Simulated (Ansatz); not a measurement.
**From PbO to PbO**

System: PbO (4 atoms in the cell).
Method of the first run: DFT PBE+D3(BJ), scalar-relativistic, plane waves, PAW, no spin polarisation (Ansatz 0.2.0).
System of the second run: PbO (slab, 4 atoms in the cell).

On the first run: The structure derives from an entry of the Crystallography Open Database. On the second run: The structure derives from an entry of the Crystallography Open Database. Text and figures count atoms from 1; the logs count them from 0 in places.

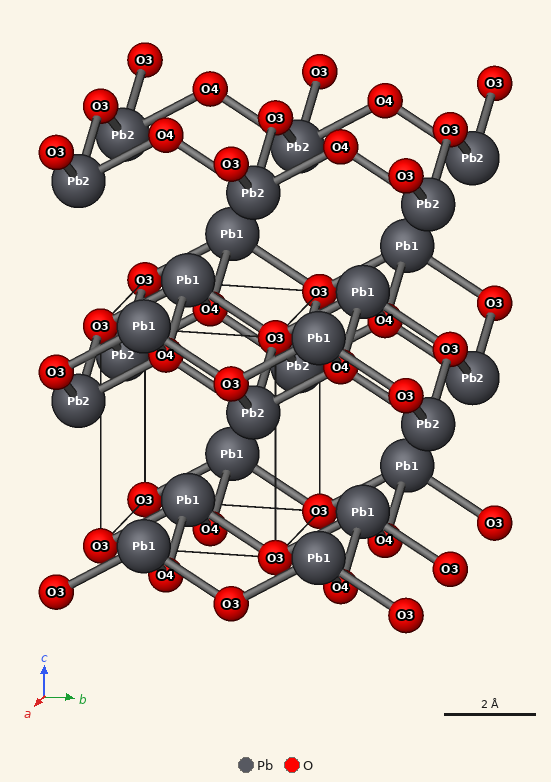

**Figure 1.** The input geometry (ball-and-stick view of the cell of the calculation, repeated 2 × 2 × 2, seen slightly off an axis; atoms are numbered from 1 in the order of the input).

## The input, the first run
```yaml
crystal:
  lattice:
    - [3.9744, 0.0, 0.0]
    - [0.0, 3.9744, 0.0]
    - [0.0, 0.0, 5.022]
  atoms:
    - { symbol: Pb, position: [0.0, 0.5, 0.2351] }
    - { symbol: Pb, position: [0.5, 0.0, 0.7649] }
    - { symbol: O, position: [0.0, 0.0, 0.0] }
    - { symbol: O, position: [0.5, 0.5, 0.0] }
basis:
  ecutwfc: 420
kpoints:
  mp_grid: { grid: [8, 8, 6] }
hamiltonian:
  xc: pbe
  dispersion: d3bj
scf:
  occupations: { method: gaussian, width: 0.02 }
output:
  forces: true
  stress: true
  eigenvalues: true
relax:
  adjacent_minimum: "off"
  f_tol: 0.005
  max_steps: 80
  cell: { stress_tol: 0.05 }
```

Launched with:
```bash
ansatz run input.yaml --threads 1 --pin off --max-ram 3072MiB --backend cpu --events-out ev --progress --plain --runs-dir out
```

Hardware: 1 thread of Intel Xeon @ 2.90GHz (Ice Lake), 16 GiB of memory available, shared host.

## Output, shortened to warnings, some set-up lines, iterations and results (the first run)
```
Basis set: ecut = 420 eV, 1577 PW (Γ), exchange–correlation on 54×54×72 points (8 copies of the dense FFT grid, shifted against one another)
Symmetry: 16 space group operations
k-points: 60 of 384
Initial density: superposition of atomic densities (neutral atoms: chi_scale 0, normalization atom), corrected by the library's trained network
[...]
SCF iter   1: F=—  HF=-24948.002297 eV  |F-HF|=—  |Δ(HF+E_count)|=         —  Δρ=1.62e-3  dr2=1.67e-3  ethr=1.77e-3  ⟨swp⟩=6.3  Hψ=6590  notcnv=0
SCF iter   2: F=—  HF=-24948.003670 eV  |F-HF|=—  |Δ(HF+E_count)|=   1.37e-3  Δρ=7.77e-4  dr2=2.56e-4  ethr=4.18e-6  ⟨swp⟩=2.3  Hψ=3395  notcnv=0
SCF iter   3: F=—  HF=-24948.003836 eV  |F-HF|=—  |Δ(HF+E_count)|=   1.65e-4  Δρ=2.52e-4  dr2=3.30e-5  ethr=6.41e-7  ⟨swp⟩=2.1  Hψ=2396  notcnv=0
SCF iter   4: F=—  HF=-24948.003820 eV  |F-HF|=—  |Δ(HF+E_count)|=   1.54e-5  Δρ=1.12e-4  dr2=7.72e-6  ethr=8.26e-8  ⟨swp⟩=2.1  Hψ=2008  notcnv=0
SCF iter   5: F=—  HF=-24948.003822 eV  |F-HF|=—  |Δ(HF+E_count)|=   1.43e-6  Δρ=2.56e-5  dr2=5.67e-7  ethr=1.93e-8  ⟨swp⟩=2.0  Hψ=1861  notcnv=0
[... 52 lines ...]
SCF iter   4: F=—  HF=-24948.030483 eV  |F-HF|=—  |Δ(HF+E_count)|=   1.57e-9  Δρ=7.37e-7  dr2=3.73e-10  ethr=3.99e-12  ⟨swp⟩=2.0  Hψ=1919  notcnv=0
SCF iter   5: F=—  HF=-24948.030483 eV  |F-HF|=—  |Δ(HF+E_count)|=   1.34e-9  Δρ=3.87e-7  dr2=1.13e-10  ethr=1.00e-12  ⟨swp⟩=2.0  Hψ=2628  notcnv=0
SCF iter   6: F=-24948.030483 eV  HF=-24948.030483 eV  |F-HF|=7.28e-12  |Δ(HF+E_count)|=  6.55e-11  Δρ=6.51e-8  dr2=3.26e-12  ethr=1.00e-12  ⟨swp⟩=5.4  Hψ=5314  notcnv=0
SCF 8 converged in 6 iterations: F = -24948.030483 eV  dr2 = 3.26e-12
relax step   8: F+E_penalty+E_count = -24948.03048292 eV  Δ(F+E_penalty+E_count) = -1.759e-4 eV  max|allowed force component| = 1.334e-4 eV/Å  Δτ_max = 0.0000 Å  P = +0.008 …
basis re-selected at this cell: Δ(F+E_penalty+E_count) = -1.759e-4 eV, ΔP = +0.002 GPa vs the last step (what re-selecting the basis moved, of the pressure what is left beyond the Pulay correction that the steps carried, after the strain that the cell walked since its last selection, with what the …
SCF converged after 6 iterations
Free energy (F): -24948.030483 eV
Harris-Foulkes:  -24948.030483 eV  (|F-HF|=7.28e-12)
Internal energy: -24948.030483 eV  (E = F + TS)
E sigma→0 (E₀):  -24948.030483 eV
Fermi energy:    8.786810 eV
--- Per-component energies (eV) ---
  E_band       = -113.990554
  E_kinetic    = 926.642235
  E_local      = -3128.816727  (includes V_loc(G=0)·N_el)
  E_nonlocal   = 798.140791
  E_hartree    = 1242.472461
  E_xc         = -588.357059
  E_vxc        = -452.245842  (∫ρ·V_xc dr)
  E_paw        = -21128.611089  (= ΣΔE_a)
  E_vpaw       = -742.660721  (= ΣTr[D̂ρ^β])
  E_aug_tail   = 0.004843  (compensation charges beyond the density's cutoff)
  E_ewald      = -3068.571742
  E_disp       = -0.934196  (pairwise vdW)
  E_smearing   = -0.000000  (= −TS)
  E_closure    = 0.000000  (closes the sum)
  Σ components = -24948.030483   (vs F -24948.030483, Δ=0.00e0)
--- Forces (eV/Å), atoms counted from 1 ---
  atom   1  Pb     0.00000000     0.00000000     0.00013340
  atom   2  Pb    -0.00000000     0.00000000    -0.00013340
  atom   3  O      0.00000000     0.00000000    -0.00000000
  atom   4  O     -0.00000000     0.00000000     0.00000000
  max |Σ_I F_I| component: 0.00e0 eV/Å
--- Stress (GPa, compression-positive) ---
        0.012538       0.000000      -0.000000
        0.000000       0.012538      -0.000000
       -0.000000      -0.000000      -0.000388
  P = ⅓ Tr σ = 0.0082 GPa (0.082 kbar)
--- Relaxed structure (6 steps of the walk, 6 accepted, 2 SCFs on fresh bases) ---
  F+E_penalty+E_count = -24948.03048292 eV   max|allowed force component| = 1.334e-4 eV/Å   (the final SCF, on the basis selected at the relaxed cell)
  cell:  # Å, volume = 81.2822 Å³
    - [4.033949512009698, -8.907218621392761e-35, 0.0]
    - [-8.907218621392761e-35, 4.033949512009698, 0.0]
    - [0.0, 0.0, 4.994991098207936]
  atoms:
    - { symbol: Pb, position: [1.7627682998442122e-36, 0.49999999999999994, 0.23770446742429693] }
[...]
```

The input of the second run differs as follows (lines with − go, lines with + come):
```diff
-    - [3.9744, 0.0, 0.0]
-    - [0.0, 3.9744, 0.0]
-    - [0.0, 0.0, 5.022]
+    - [4.033949512, 0.0, 0.0]
+    - [0.0, 4.033949512, 0.0]
+    - [0.0, 0.0, 30.7493267952]
-    - { symbol: Pb, position: [0.0, 0.5, 0.2351] }
-    - { symbol: Pb, position: [0.5, 0.0, 0.7649] }
-    - { symbol: O, position: [0.0, 0.0, 0.0] }
-    - { symbol: O, position: [0.5, 0.5, 0.0] }
+    - { symbol: Pb, position: [0.5, 0.0, 0.4613867417] }
+    - { symbol: O, position: [0.0, 0.0, 0.5] }
+    - { symbol: O, position: [0.5, 0.5, 0.5] }
+    - { symbol: Pb, position: [0.0, 0.5, 0.5386132583] }
+  periodic: [true, true, false]
-  mp_grid: { grid: [8, 8, 6] }
+  mp_grid: { grid: [6, 6, 1] }
-  cell: { stress_tol: 0.05 }
+  cell: { stress_2d_tol: 0.02 }
```

What does this change do to the results?

The total energies belong to different systems, so their difference says nothing on which is more stable or more accurate. The gap on the mesh goes from 1.27 to 2.59 eV. The SCF takes 53 iterations over all geometry steps against 46. The irreducible k-points go from 60 to 10. On the same kind of shared host the second run took about 1.5 times as long.

## Output, shortened to warnings, some set-up lines, iterations and results (the second run)
```
Basis set: ecut = 420 eV, 9823 PW (Γ), exchange–correlation on 54×54×432 points (8 copies of the dense FFT grid, shifted against one another)
Symmetry: 16 space group operations
k-points: 10 of 36
Initial density: superposition of atomic densities (neutral atoms: chi_scale 0, normalization atom), corrected by the library's trained network
[...]
SCF iter   1: F=—  HF=-24947.626822 eV  |F-HF|=—  |Δ(HF+E_count)|=         —  Δρ=7.96e-4  dr2=5.34e-3  ethr=1.77e-3  ⟨swp⟩=10.2  Hψ=1500  notcnv=0
SCF iter   2: F=—  HF=-24947.630361 eV  |F-HF|=—  |Δ(HF+E_count)|=   3.54e-3  Δρ=6.86e-4  dr2=2.92e-3  ethr=1.34e-5  ⟨swp⟩=4.3  Hψ=721  notcnv=0
SCF iter   3: F=—  HF=-24947.630853 eV  |F-HF|=—  |Δ(HF+E_count)|=   4.92e-4  Δρ=4.31e-4  dr2=9.73e-4  ethr=7.29e-6  ⟨swp⟩=3.8  Hψ=537  notcnv=0
SCF iter   4: F=—  HF=-24947.631365 eV  |F-HF|=—  |Δ(HF+E_count)|=   5.12e-4  Δρ=1.42e-4  dr2=1.66e-4  ethr=2.43e-6  ⟨swp⟩=2.6  Hψ=384  notcnv=0
SCF iter   5: F=—  HF=-24947.631571 eV  |F-HF|=—  |Δ(HF+E_count)|=   2.06e-4  Δρ=5.26e-5  dr2=2.53e-5  ethr=4.15e-7  ⟨swp⟩=3.3  Hψ=500  notcnv=0
[... 59 lines ...]
SCF iter   5: F=—  HF=-24947.635210 eV  |F-HF|=—  |Δ(HF+E_count)|=  2.55e-11  Δρ=1.09e-7  dr2=9.32e-11  ethr=1.00e-12  ⟨swp⟩=2.9  Hψ=515  notcnv=0
SCF iter   6: F=—  HF=-24947.635210 eV  |F-HF|=—  |Δ(HF+E_count)|=  3.64e-12  Δρ=5.24e-8  dr2=1.67e-11  ethr=1.00e-12  ⟨swp⟩=1.1  Hψ=251  notcnv=0
SCF iter   7: F=-24947.635210 eV  HF=-24947.635210 eV  |F-HF|=2.91e-11  |Δ(HF+E_count)|=  1.46e-11  Δρ=1.35e-8  dr2=1.08e-12  ethr=1.00e-12  ⟨swp⟩=9.8  Hψ=1677  notcnv=0
SCF 8 converged in 7 iterations: F = -24947.635210 eV  dr2 = 1.08e-12
relax step   8: F+E_penalty+E_count = -24947.63520978 eV  Δ(F+E_penalty+E_count) = +1.111e-4 eV  max|allowed force component| = 3.771e-4 eV/Å  Δτ_max = 0.0000 Å  P = -0.001 …
basis re-selected at this cell: Δ(F+E_penalty+E_count) = +1.111e-4 eV, ΔP = -0.001 N/m vs the last step (what re-selecting the basis moved, of the pressure what is left beyond the Pulay correction that the steps carried, after the strain that the cell walked since its last selection, with what the …
SCF converged after 7 iterations
Free energy (F): -24947.635210 eV
Harris-Foulkes:  -24947.635210 eV  (|F-HF|=2.91e-11)
Internal energy: -24947.635210 eV  (E = F + TS)
E sigma→0 (E₀):  -24947.635210 eV
Fermi energy:    -3.275464 eV
--- Per-component energies (eV) ---
  E_band       = -603.149794
  E_kinetic    = 925.937907
  E_local      = -60647.838342  (includes V_loc(G=0)·N_el)
  E_nonlocal   = 797.931642
  E_hartree    = 29757.281014
  E_xc         = -587.889401
  E_vxc        = -451.500026  (∫ρ·V_xc dr)
  E_paw        = -21128.337225  (= ΣΔE_a)
  E_vpaw       = -742.247789  (= ΣTr[D̂ρ^β])
  E_aug_tail   = 0.004867  (compensation charges beyond the density's cutoff)
  E_ewald      = 25935.823656
  E_disp       = -0.549327  (pairwise vdW)
  E_smearing   = -0.000000  (= −TS)
  E_closure    = 0.000000  (closes the sum)
  Σ components = -24947.635210   (vs F -24947.635210, Δ=0.00e0)
--- Forces (eV/Å), atoms counted from 1 ---
  atom   1  Pb     0.00000000     0.00000000    -0.00037709
  atom   2  O      0.00000000     0.00000000     0.00000000
  atom   3  O      0.00000000     0.00000000     0.00000000
  atom   4  Pb     0.00000000     0.00000000     0.00037709
  max |Σ_I F_I| component: 9.47e-28 eV/Å
--- 2D stress c σ (N/m, compression-positive) ---
       -0.001095       0.000000       0.000000
        0.000000      -0.001095       0.000000
        0.000000       0.000000       0.000000
  P = ½ c Tr σ = -0.0011 N/m
  ° read free of the cell's end (the report's vacuum.weakly_bound_levels)
--- Relaxed structure (6 steps of the walk, 5 accepted, 2 SCFs on fresh bases) ---
  F+E_penalty+E_count = -24947.63520978 eV   max|allowed force component| = 3.771e-4 eV/Å   (the final SCF, on the basis selected at the relaxed cell)
  cell:  # Å, volume = 495.0100 Å³
    - [4.012260944238754, 1.2232506280554364e-34, 0.0]
    - [1.2232506280554364e-34, 4.012260944238754, 0.0]
    - [0.0, 0.0, 30.7493267952]
  atoms:
    - { symbol: Pb, position: [0.5, 4.6624058028510885e-38, 0.46075471781604793] }
[...]
```

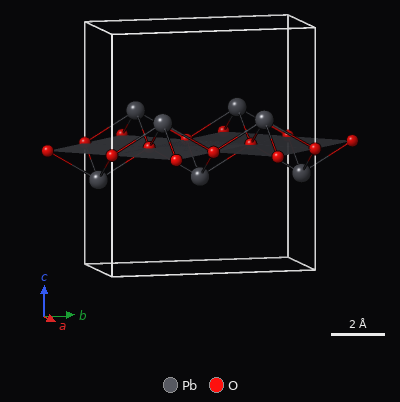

**Figure 2.** The input structure of the second run (polyhedral view of the 1 × 2 repeat of the cell, with the vacuum cut short, seen slightly off an axis; polyhedra are completed across the faces of the cell).

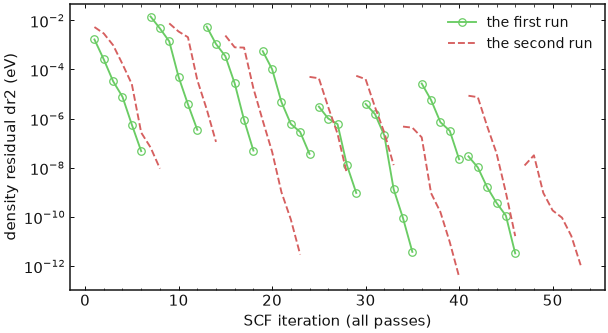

**Figure 3.** Convergence of the two runs: density residual dr2 against the SCF iteration. A break in a curve parts two SCF passes. The first run takes 46 iterations in all, and the second run takes 53.

## The two runs side by side

| quantity | the first run | the second run |
| --- | --- | --- |
| outcome | converged | converged |
| free energy per atom (eV) | −6237.0076 | −6236.9088 |
| gap on the mesh (eV) | 1.27 | 2.59 |
| pressure (GPa) | 0.01 | – |
| volume per atom (Å³) | 20.32 | – |
| largest force (eV/Å) | 0.000 | 0.000 |
| SCF iterations | 46 | 53 |
| irreducible k-points | 60 | 10 |
| work function (eV) | – | 3.28 |
| wall time (shared host) | 42 s | 62 s |

For both runs: Spin–orbit coupling is left out, which matters for Pb.
